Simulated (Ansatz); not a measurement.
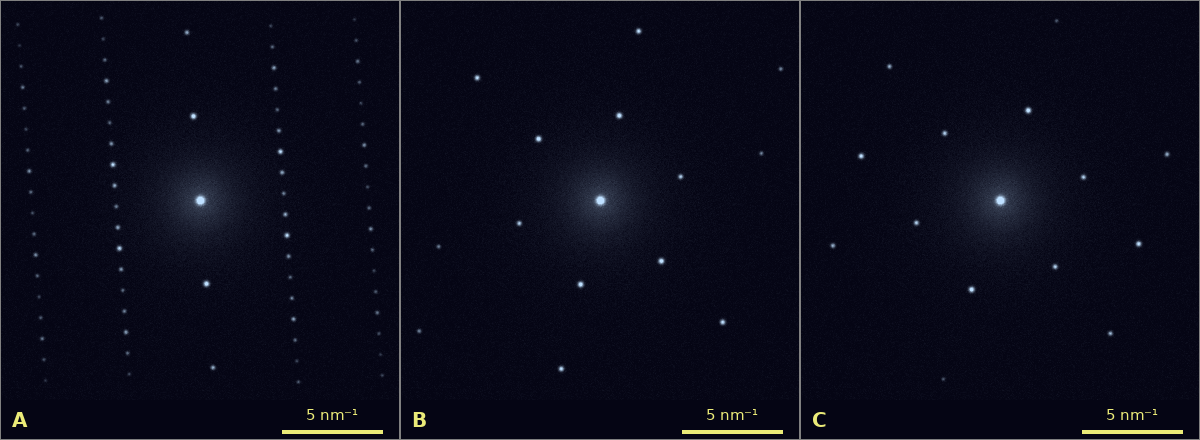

Computed electron diffraction patterns, 200 kV, single scattering only, B = 0.5 Å².

All three come from Mo, space group P6_3/mmc (No. 194), a = 2.75 Å, c = 9.52 Å (hexagonal axes). Structure: the end point of a relaxation with Ansatz, DFT, PBEsol, plane waves (420 eV) with PAW, scalar-relativistic; the starting structure was generated, so it need not be a known form of this composition.

**Assign the zone axes [100], [101], [211] to A, B and C.**

A is [100]: rectangular net of 0 0 1 (itself extinct) at d = 9.52 Å and 0 1 0 at d = 2.38 Å, at 90.0°. B is [101]: centred rectangular net of 0 1 0 at d = 2.38 Å and 1 0 -1 at d = 2.31 Å, at 61.0°. C is [211]: centred rectangular net of 0 1 -1 at d = 2.31 Å and -1 1 1 at d = 2.31 Å, at 65.7°.
